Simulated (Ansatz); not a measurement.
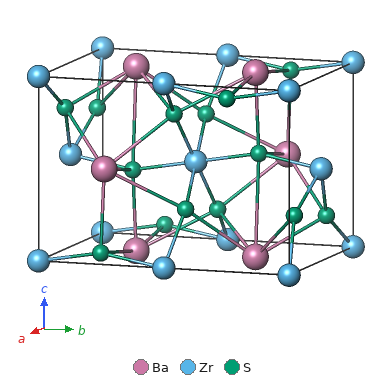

Crystal structure, ball-and-stick style, seen slightly off an axis. The outline marks the conventional unit cell.

BaZrS$_{3}$, space group Pnma (No. 62), a = 7.130 Å, b = 10.030 Å, c = 7.036 Å, α = 90.00°, β = 90.00°, γ = 90.00°. It goes back to a structure listed in the Materials Project. Earlier steps of the study may have refined or changed the cell and positions. It went into a calculation with Ansatz.

This one geometry was computed with Ansatz (DFT, plane waves, PAW) at five levels of theory: HSE06, r2SCAN, PBE with spin-orbit coupling, PBE and PBE0. It was relaxed beforehand with r2SCAN.

How does the band gap change with the level of theory?

Answer. PBE with spin-orbit coupling: a gap of 0.99 eV, direct; PBE: a gap of 1.04 eV, direct; r2SCAN: a gap of 1.36 eV, direct; HSE06: a gap of 1.80 eV, direct; PBE0: a gap of 2.47 eV, direct.

Collect the results in a table.

Answer.
| level | cutoff (eV) | k-mesh of the run's cell | gap (eV) | pressure (GPa) |
| --- | --- | --- | --- | --- |
| HSE06 | 420 | 2×2×2 | 1.80 | -0.6 |
| r2SCAN | 500 | 4×4×4 | 1.36 | 0.0 |
| PBE with spin-orbit coupling | 420 | 4×4×4 | 0.99 | 0.3 |
| PBE | 420 | 4×4×4 | 1.04 | 0.3 |
| PBE0 | 420 | 2×2×2 | 2.47 | -0.7 |

Gaps are taken on the k-mesh or band path of each run.
